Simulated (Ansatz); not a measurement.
# Does disorder add resistance in series? Mo(100) layers with 25 % Pd

Two lengths of the disordered region are known. What area resistance does the third give?

**Method.** Ansatz 0.2.0, plane waves with PAW datasets at their recommended cutoffs (420 eV for most), Fermi-Dirac smearing; ballistic transmission by layer matching. The area resistance is RA = A (h/2e²)(1/T − 1/N), with T the zone-mean transmission per spin and N the lead's channels, both averaged over a few energies near the Fermi level; for magnets each spin is taken apart, with h/e², and the two conduct in parallel. Lateral cell 2x2, PBE, a fresh random draw for each length.

Results; the value marked ? is to be predicted:

```
length (Å)  channels N  RA (fΩ m²)
      6.29       6.740       0.807
      12.6       6.677        1.21
      18.9       6.656           ?
```

**Fit on the rows shown.**

Ohm's law makes RA linear in the length: the slope is (1.21 − 0.807)/(12.6 − 6.29) = 0.0647 fΩ m² per Å, or 65 µΩ cm. Then 1.21 + 0.0647 × 6.29. Predicted: 1.62 fΩ m².

Check against the run:

1.74 fΩ m², so the prediction is 6.7 % too low. The three lengths together give 74 µΩ cm. The two increments are 0.41 and 0.52 fΩ m², roughly as Ohm's law has it, though with one draw for each length that is a weak test.

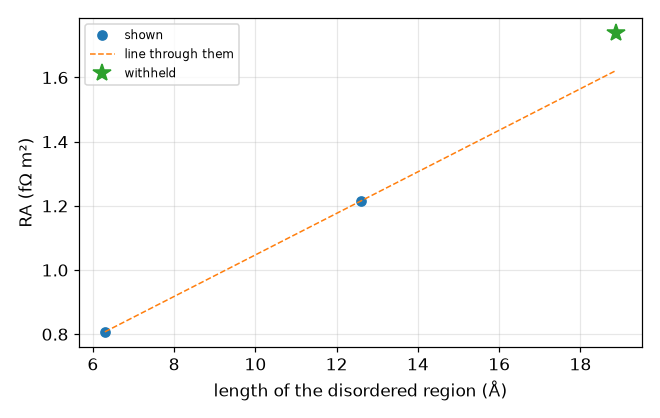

Area resistance against length.

**Limits.** The scatterers repeat sideways with the small cell. The slope is a raw one; a model of isotropic scattering puts it 1.01 times the bulk value over these lengths. Atoms sit unrelaxed on the host's lattice, and the pair may not mix at random in practice.

[Logs are printed without paths, hosts, clocks, repeated set-up lines and the standing remarks that a program may print on its own settings, such as how far it seeks lower states.]
